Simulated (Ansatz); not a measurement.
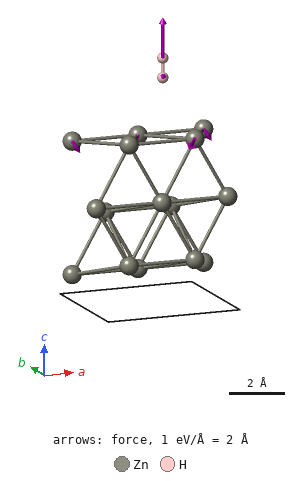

Starting geometry of a slab of composition Zn6H (cut from the P6_3/mmc phase) with the computed forces as purple arrows. Style: ball-and-stick. Shown: the cell of the calculation, outlined in the plane, without the vacuum, slightly off an axis.

Case: 1 H2 a cell, upright, over a hollow Zn-Zn-Zn site. The slab is the (1 0 0) face of Zn with H2 on it. 6 atoms are held fixed.

The calculation used Ansatz 0.2.0, DFT PBE+D3(BJ), scalar-relativistic, plane waves, PAW.

The input:
```yaml
crystal:
  lattice:
    - [5.2355063798, 0.0, 0.0]
    - [0.0, 4.8035762477, 0.0]
    - [0.0, 0.0, 24.039761781]
  atoms:
    - { symbol: Zn, position: [0.5, 0.75, 0.3327819998] }
    - { symbol: Zn, position: [0.0, 0.75, 0.3327819998] }
    - { symbol: Zn, position: [0.75, 0.25, 0.3642165981] }
    - { symbol: Zn, position: [0.25, 0.25, 0.3642165981] }
    - { symbol: Zn, position: [0.75, 0.75, 0.4270857946] }
    - { symbol: Zn, position: [0.25, 0.75, 0.4270857946] }
    - { symbol: Zn, position: [0.0, 0.25, 0.4593390007] }
    - { symbol: Zn, position: [0.5, 0.25, 0.4593390007] }
    - { symbol: Zn, position: [0.0, 0.75, 0.5438566938] }
    - { symbol: Zn, position: [0.5, 0.75, 0.5438566938] }
    - { symbol: Zn, position: [0.25, 0.25, 0.5553720911] }
    - { symbol: Zn, position: [0.75, 0.25, 0.5553720911] }
    - { symbol: H, position: [0.75, 0.9166666667, 0.6223444686] }
    - { symbol: H, position: [0.75, 0.9166666667, 0.653542781] }
basis:
  ecutwfc: 420
kpoints:
  mp_grid: { grid: [4, 4, 1] }
hamiltonian:
  xc: pbe
  dispersion: d3bj
scf:
  occupations: { method: gaussian, width: 0.1 }
output:
  forces: true
  eigenvalues: true
  write_density: true
  write_potential: true
  elf: true
  volumetric_format: npy
relax:
  adjacent_minimum: "off"
  f_tol: 0.04
  max_steps: 100
  constraints: [{ sites: [0, 1, 2, 3, 4, 5] }]
efield:
  axis: 3
  dipole_correction: true
  ramp_width: 0.04
```

Run as
```bash
ansatz run input.yaml --threads 4 --pin off --max-ram 10240MiB --backend cpu --events-out ev --progress --plain --runs-dir out
```

Question: What follows when this structure is relaxed?

Answer: It isn't relaxed: the largest force vector, on H14, is 0.77 eV/Å. The final displacements follow the starting forces only in part (cosine between the two patterns 0.64). The energy falls by 0.332 eV per cell of the calculation in 8 geometry steps. The largest force component goes from 0.77 to 0.0048 eV/Å. The largest moves, 1.21 Å, are those of H13 and H14. H14 goes at 7° to the normal (+c side). By element the largest moves are H 1.21 Å, Zn 0.14 Å. The lattice vectors keep their values. Some distances before and after: Zn10–Zn12 2.749 → 2.730 Å, Zn10–Zn12 (another image) 2.749 → 2.767 Å, Zn10–Zn11 2.749 → 2.735 Å, Zn10–Zn11 (another image) 2.749 → 2.763 Å.

Limits of the set-up: the periodic images lie only 4.8 Å apart, so the values are limited by the cell's size.
